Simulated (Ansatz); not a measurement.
PbO: several calculations on one system

## 1. Scan

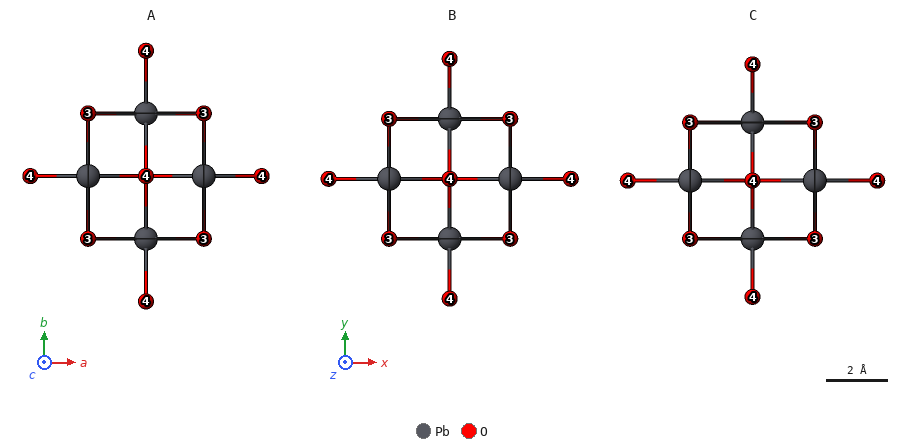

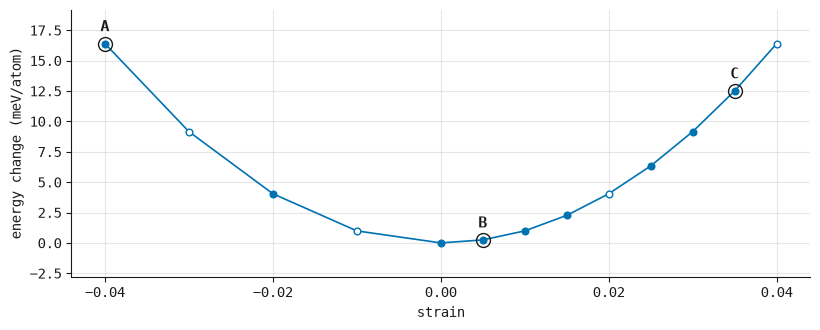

Energy scan for crystalline PbO (P4/nmm), in which the cell is strained along x and oppositely along y, with the atoms kept at their fractional coordinates. x, y and z are the Cartesian axes of the input. The lettered frames are marked on the plot. Hollow markers are points alike by symmetry, not computed again. A ball-and-stick model of the cell of the calculation, seen along the c axis.

Computed with DFT PBE, scalar-relativistic, plane waves, PAW in Ansatz 0.2.0. Settings: plane-wave cutoff 420 eV; k-point mesh 8 × 8 × 6; occupations gaussian; smearing width 0.05 eV; no spin polarisation. Energies (free energies at the smearing named) are counted from the cell as listed in its source, which wasn't relaxed.

What does the scan show?

Of the computed points the lowest is at the strain 0.00, 0.0 meV/atom. The unrelaxed reference is under a pressure of 4.9 GPa. The distortion takes the space group from P4/nmm to Pmmn. At the strain −0.04 the cell of the drawing goes a 3.974 → 3.815 Å, b 3.974 → 4.133 Å.

The computed points:

```tsv
strain	energy change (meV/atom)
−0.040	16.4
−0.030	9.2
−0.020	4.0
−0.010	1.0
0.000	0.0
0.005	0.2
0.010	1.0
0.015	2.3
0.020	4.0
0.025	6.3
0.030	9.2
0.035	12.5
0.040	16.4
```

Points that are alike by symmetry were computed once.

Limits of the set-up: layers or molecules are held without a dispersion correction, so their spacing is unreliable.

## 2. Scan

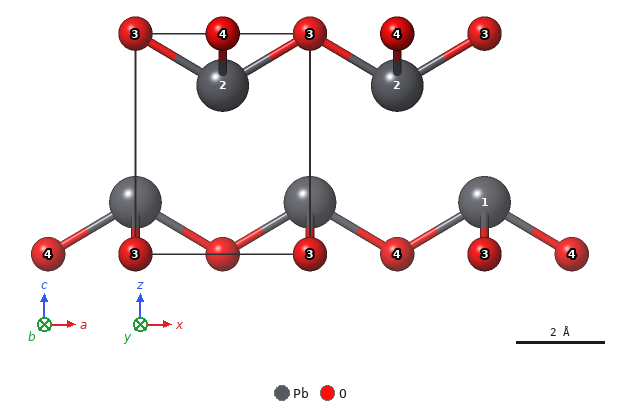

A crystal of PbO (P4/nmm): the cell is strained equally along x and y and separately along z, with the atoms kept at their fractional coordinates. x, y and z are the Cartesian axes of the input. The picture shows the reference cell. The picture is a ball-and-stick view of the cell of the calculation, repeated 2 × 1 × 1 with one cell outlined, seen along the b axis.

The calculation used DFT PBE, scalar-relativistic, plane waves, PAW in Ansatz 0.2.0. (plane-wave cutoff 420 eV; k-point mesh 8 × 8 × 6; occupations gaussian; smearing width 0.05 eV; no spin polarisation). Energies (free energies at the smearing named) are counted from the cell as listed in its source, which wasn't relaxed.

```xyz
4
Lattice="3.9744 0.0000 0.0000 0.0000 3.9744 0.0000 0.0000 0.0000 5.0220" Properties=species:S:1:pos:R:3 pbc="T T T"
Pb    0.0000    1.9872    1.1807
Pb    1.9872    0.0000    3.8413
O     0.0000    0.0000    0.0000
O     1.9872    1.9872    0.0000
```

Question: Predict the energy profile on a grid with rows −0.030, −0.015, 0.000, 0.015, 0.030 and columns −0.030, −0.015, 0.000, 0.015, 0.030 (strain along x and y; strain along z).

Answer: Rows: strain along x and y; columns: strain along z; values in meV/atom.

|  | −0.030 | −0.015 | 0.000 | 0.015 | 0.030 |
| --- | --- | --- | --- | --- | --- |
| −0.030 | 104.6 | 83.1 | 64.9 | 50.1 | 38.5 |
| −0.015 | 55.6 | 39.1 | 25.6 | 15.2 | 7.8 |
| 0.000 | 21.3 | 9.2 | 0.0 | −6.4 | −10.1 |
| 0.015 | 0.1 | −8.0 | −13.4 | −16.3 | −16.7 |
| 0.030 | −9.5 | −13.9 | −16.0 | −15.7 | −13.1 |

In pairs of (strain along x and y; strain along z): the lowest computed point lies at (0.015, 0.030) (−16.7 meV/atom), the highest at (−0.030, −0.030) (104.6 meV/atom). It lies on the edge of the grid, so the true minimum may be outside the range scanned. The pressure runs from −2.0 GPa at (0.030, 0.030) to 15.3 GPa at (−0.030, −0.030).

As a map, interpolated between the computed points (dots):

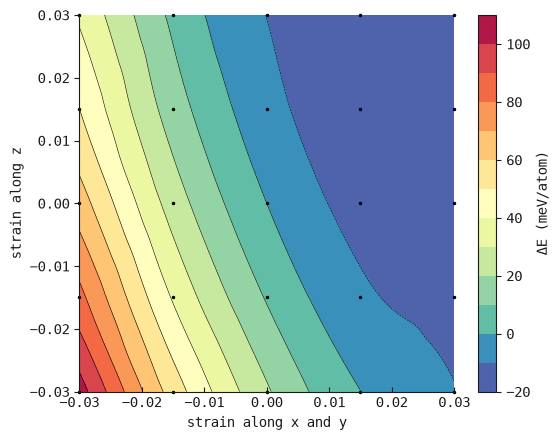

Limits of the set-up: layers or molecules are held without a dispersion correction, so their spacing is unreliable.

## 3. Energy map

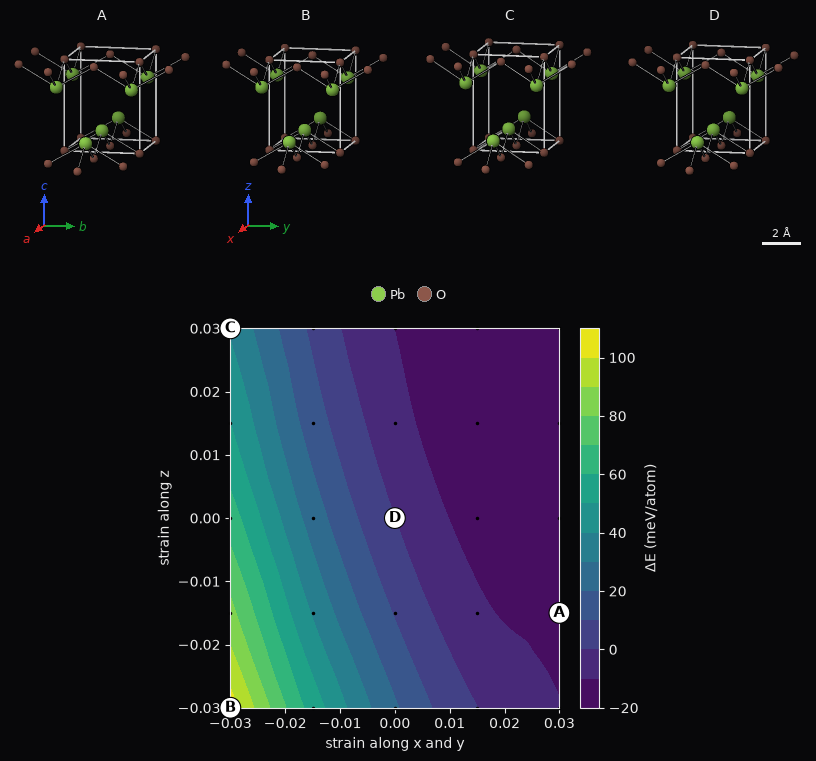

A scan of a crystal of PbO (P4/nmm): the cell is strained equally along x and y and separately along z, with the atoms kept at their fractional coordinates. x, y and z are the Cartesian axes of the input. The map is interpolated between the computed points (dots). The lettered frames are marked on it. Style: ball-and-stick. Shown: the cell of the calculation, repeated 2 × 1 × 1 with one cell outlined, slightly off an axis.

Theory: DFT PBE, scalar-relativistic, plane waves, PAW in Ansatz 0.2.0. (plane-wave cutoff 420 eV; k-point mesh 8 × 8 × 6; occupations gaussian; smearing width 0.05 eV; no spin polarisation). Energies (free energies at the smearing named) are counted from the cell as listed in its source, which wasn't relaxed.

**What does the map show?**

In pairs of (strain along x and y; strain along z): the lowest computed point lies at (0.015, 0.030) (−16.7 meV/atom), the highest at (−0.030, −0.030) (104.6 meV/atom). It lies on the edge of the grid, so the true minimum may be outside the range scanned. The pressure runs from −2.0 GPa at (0.030, 0.030) to 15.3 GPa at (−0.030, −0.030). The frames lie at A (0.030, −0.015): −13.9 meV/atom, B (−0.030, −0.030): 104.6 meV/atom, C (−0.030, 0.030): 38.5 meV/atom, D (0.000, 0.000): 0.0 meV/atom.

Limits of the set-up: layers or molecules are held without a dispersion correction, so their spacing is unreliable.
